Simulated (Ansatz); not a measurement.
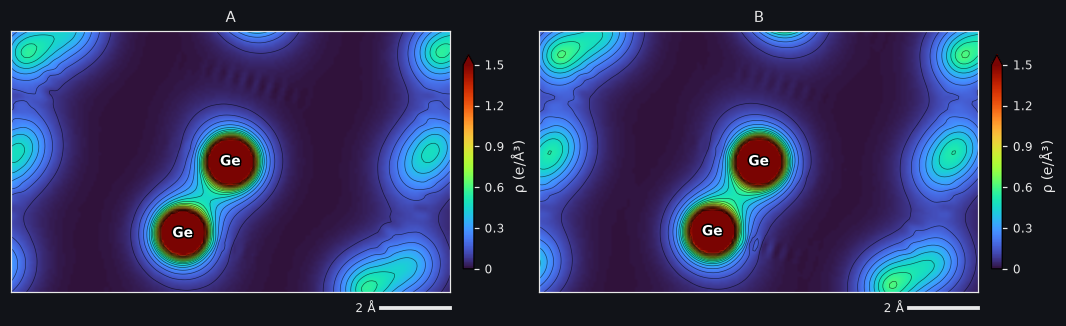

Ge. The valence electron density of two cells that differ in size, on the (111) plane of each (indices in the axes of the calculation cell), at one length scale and on one colour scale; one has 38.3 and the other 41.4 Å³ an atom.

Computed with Kohn-Sham DFT of a periodic cell, PBEsol, Ansatz PAW (Ansatz 0.2.0).

The larger cell:

```
Ge
1.0
     4.12984    0.00000    0.00000
    -2.06492    3.57655    0.00000
     0.00000    0.00000   11.20897
Ge
4
Direct
  0.66667 0.33333 0.41485
  0.33333 0.66667 0.91485
  0.00000 0.00000 0.47745
  0.00000 0.00000 0.97745
```

The smaller cell: a = 4.023 Å, b = 4.023 Å, c = 10.920 Å, α = 90.00°, β = 90.00°, γ = 120.00°.

Which is the denser cell? Describe the effect of the change.

Answer. Panel B is the smaller cell, by 8 % in volume. From the larger cell to the smaller, Ge–Ge goes from 2.49 to 2.42 Å, and the density at its midpoint from 0.47 to 0.52 e/Å³; the pressure goes from −2.8 to −1.0 GPa; the Kohn–Sham gap goes from 0.35 eV to 0.68 eV.
